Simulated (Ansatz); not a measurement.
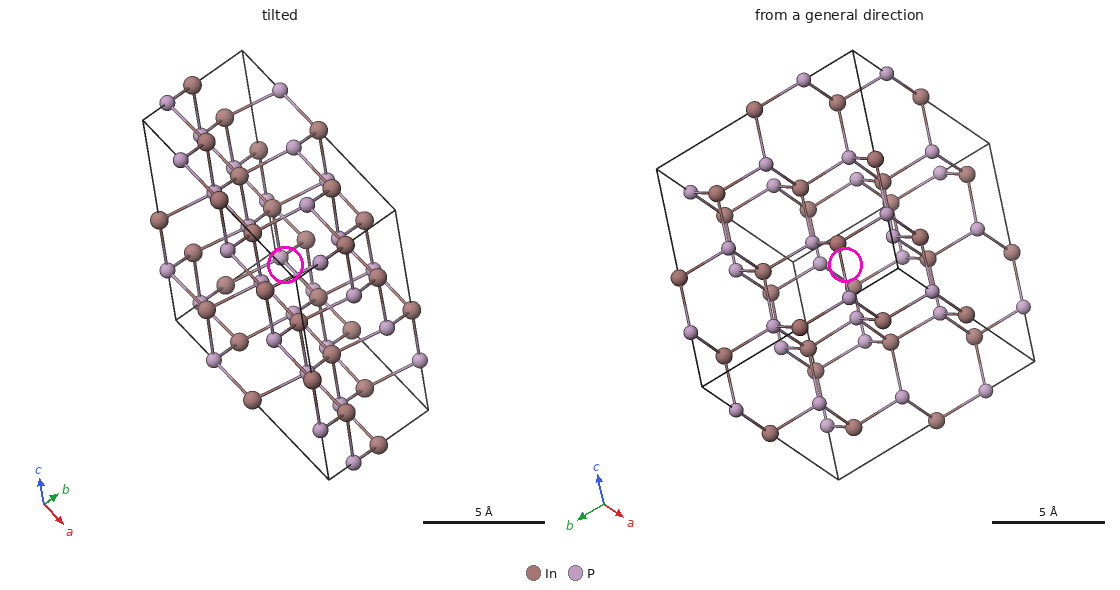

Ball-and-stick representation of a periodic structure, projected slightly off an axis and from a general direction. Thin lines show the supercell, with boundary atoms drawn in all their periodic places. The host is InP, in a cell of 32 sites, and the cell is neutral. A ring marks the defect's site.

> Identify the point defect.

An indium vacancy. Around the empty site lie four P at about 2.5 Å.

Results below were computed with DFT PBE, scalar-relativistic, plane waves, PAW (Ansatz); the settings were a plane-wave cutoff of 420 eV, Brillouin-zone sampling on a 2×2×2 mesh, Gaussian smearing of 0.02 eV, collinear spins.

> Does the cell have a net magnetic moment?

Yes, 3.0 μB in the cell.

The atoms were relaxed in the host's cell with Ansatz 0.2.0, DFT PBE, scalar-relativistic, plane waves, PAW.
